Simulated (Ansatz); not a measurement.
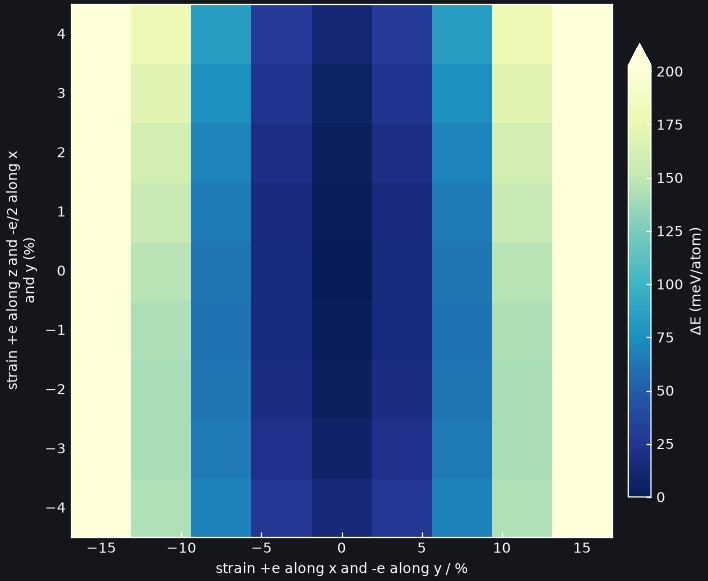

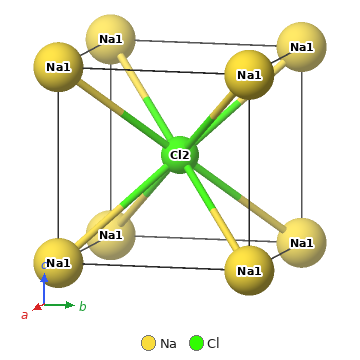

Energy landscape of NaCl (Pm-3m, No. 221; 2 atoms in the cell). 
- The energy is mapped over two homogeneous strains (x, y and z along the cube axes).
- First axis: strain +e along x and -e along y. Second axis: strain +e along z and -e/2 along x and y.
- Nothing is relaxed (symmetry fixes all fractional coordinates).
- Grid: 9 × 9 points; 45 points were computed and 36 follow by symmetry.
- Points are written as (first, second).
- Energies: meV/atom, counted from the lowest grid point.
- The cutoff or the k-mesh is coarse on purpose, so the values aren't converged.
- Theory: DFT LDA, scalar-relativistic, plane waves, PAW in Ansatz 0.2.0. Settings: cutoff 340 eV, k-mesh 8×8×8, gaussian smearing 0.05 eV, no spin polarisation.

The picture shows one coloured cell a grid point, one colour for all values above the top of the scale. The second picture is the structure at the lowest point

Question: Where are the lowest and the highest points?

Answer: The lowest grid point is at (0.00 %, 0 %). The highest grid point, (−15.00 %, 4 %), lies 329 meV/atom above the lowest. The gap on the k-mesh is 4.0 eV at the lowest point and runs from 1.1 to 4.0 eV over the map.

The input of one point:

```yaml
crystal:
  lattice:
    - [3.369714016, 0.0, 0.0]
    - [0.0, 3.369714016, 0.0]
    - [0.0, 0.0, 3.369714016]
  atoms:
    - { symbol: Na, position: [0.0, 0.0, 0.0] }
    - { symbol: Cl, position: [0.5, 0.5, 0.5] }
basis:
  ecutwfc: 340.0
kpoints:
  mp_grid: { grid: [8, 8, 8] }
hamiltonian:
  xc: lda
scf:
  occupations: { method: gaussian, width: 0.05 }
output:
  forces: true
  stress: true
  eigenvalues: true
```

Time for the 45 points that were run: 74 s on 1 thread of Arm Neoverse V2 (shared host).
